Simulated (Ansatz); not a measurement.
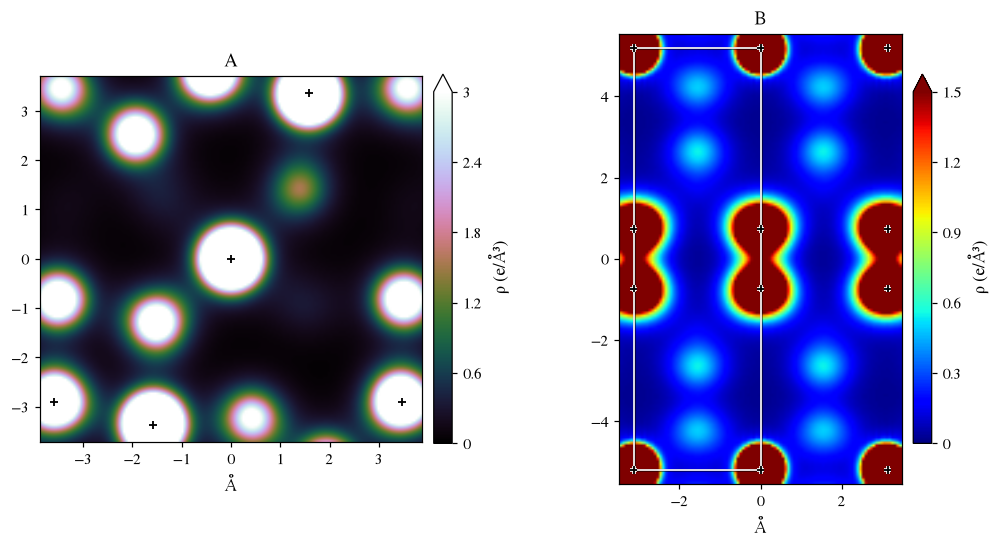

The valence charge density (pseudo) of 2 systems, each on a plane through atoms (crosses mark nuclei in the plane).

Theory: DFT r2SCAN, scalar-relativistic, plane waves, PAW in Ansatz.

System 1: SnO₂, the (111) plane of the conventional cell. Space group Pbcn; a structure from a database of computed crystals, not necessarily the ambient phase.

System 2: MgO₂, the (100) plane of the conventional cell. Space group R-3m; a structure from a database of computed crystals, not necessarily the ambient phase; changed on purpose from its base cell (strain -0.0100 x Voigt [1, 1, 0, 0, 0, 0], atoms carried along); computed pressure about 2 GPa in this cell.

```yaml
crystal:
  lattice:
    - [3.12539, 0.00000, 0.00000]
    - [-1.56270, 2.70667, 0.00000]
    - [0.00000, 0.00000, 10.38584]
  atoms:
    - { symbol: Mg, position: [0.00000, 0.00000, 0.00000] }
    - { symbol: Mg, position: [0.66667, 0.33333, 0.33333] }
    - { symbol: Mg, position: [0.33333, 0.66667, 0.66667] }
    - { symbol: O, position: [0.33333, 0.66667, 0.09579] }
    - { symbol: O, position: [0.00000, 0.00000, 0.42912] }
    - { symbol: O, position: [0.66667, 0.33333, 0.76245] }
    - { symbol: O, position: [0.33333, 0.66667, 0.23755] }
    - { symbol: O, position: [0.00000, 0.00000, 0.57088] }
    - { symbol: O, position: [0.66667, 0.33333, 0.90421] }
```

> Which map belongs to which system?

Panel A is system 1, SnO₂: the plane holds Sn and O. Sn–O (2.06 Å): ρ is about 0.65 e/Å³ halfway. Panel B is system 2, MgO₂: the plane holds Mg and O. O–O (1.47 Å): the density is about 1.8 e/Å³ at the midpoint.
